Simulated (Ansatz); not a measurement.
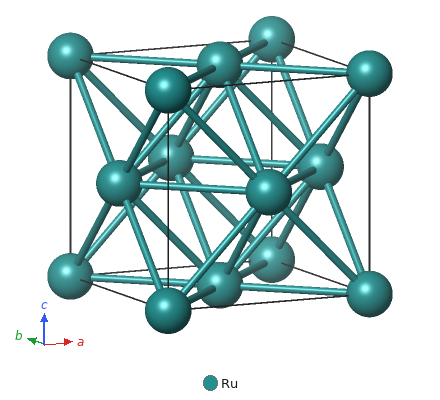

Ru (Fm-3m, No. 225): a calculation's starting geometry; the starting structure was generated, so it need not be a known form of this composition.

```cif
data_structure
_symmetry_space_group_name_H-M 'Fm-3m'
_symmetry_Int_Tables_number 225
_cell_length_a 3.7798
_cell_length_b 3.7798
_cell_length_c 3.7798
_cell_angle_alpha 90.000
_cell_angle_beta 90.000
_cell_angle_gamma 90.000
_cell_volume 54.00
loop_
_atom_site_label
_atom_site_type_symbol
_atom_site_symmetry_multiplicity
_atom_site_Wyckoff_symbol
_atom_site_fract_x
_atom_site_fract_y
_atom_site_fract_z
_atom_site_occupancy
Ru1 Ru 4 a 0.00000 0.00000 0.00000 1
```

What will a HAADF-like image along [221] show? Simulation: incoherent imaging, intensity Z^1.6 per atom, probe width 0.50 Å, thin sample. The probe carries 15 % of its weight in a tail 2.5 times as wide. Shot noise, a slight drift and the speckle of an amorphous layer were added.

The columns repeat on a centred rectangular net of 0.89 × 2.67 Å (plane group c2mm). All columns are alike (Ru). The shortest distance between visible columns is 0.89 Å in projection. Along the beam the structure repeats every 11.34 Å.

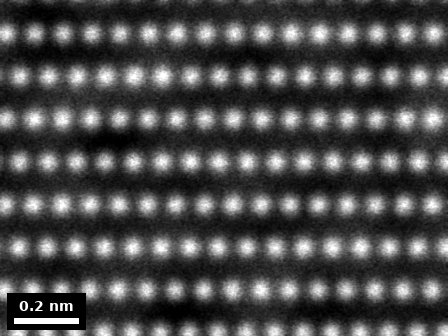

The simulated image.
